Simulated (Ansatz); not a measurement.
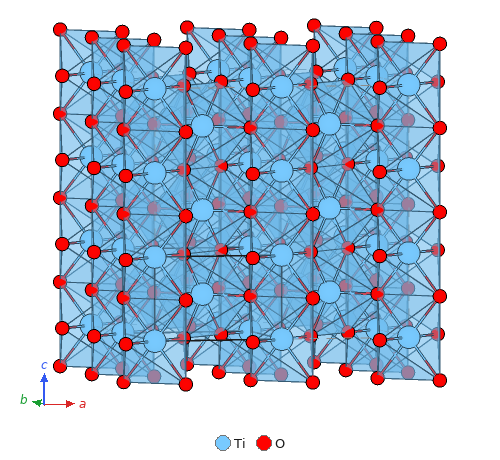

Polyhedra are drawn about Ti (bonds: O–Ti below 2.2 Å); other atoms are plain spheres.

System TiO₂ (space group P4_2/mnm, No. 136); source of the atomic positions: the geometry relaxed in a fixed cell with Ansatz 0.2.0, DFT PBE, scalar-relativistic, plane waves, PAW.

Sharing among the drawn polyhedra:

```csv
site,polyhedron,corner-sharing neighbours,edge-sharing,face-sharing,bond (Å)
Ti,TiO6 octahedron,8,2,0,1.95–1.98
```

They form a three-dimensional framework of corner- and edge-sharing octahedra.
